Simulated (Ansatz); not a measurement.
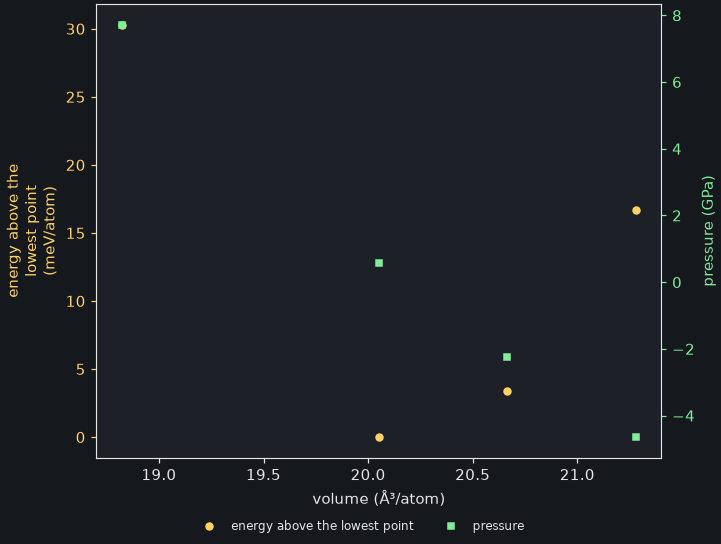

The figure shows the energy above the lowest point and pressure against volume for Si, space group Fd-3m (No. 227) (one of a set of cubic test structures, which need not be the stable phase).

Computed with Ansatz 0.2.0 development build: equation of state of a cubic crystal from periodic Kohn-Sham density functional theory without spin, third-order Birch-Murnaghan fit to the free energies; pressure corrected for the finite basis. Level: r2SCAN.

structure type diamond; atoms in cell 2; space group number 227; lattice centring face-centred primitive; k mesh 11×11×11; occupation method Fermi–Dirac; occupation width 0.1 eV; wave cutoff 580 eV; datasets hand-made PAW; density tolerance 1e−09 eV; bands 8; density cutoff ratio 4; search for lower states default; xc grid level 2.

The point at volume 19.44 Å³/atom is left out of the plot. What does the calculation give there?

```
volume (Å³/atom)  energy above the lowest point (meV/atom)  pressure (GPa)
           19.44                                       8.3             3.9
```
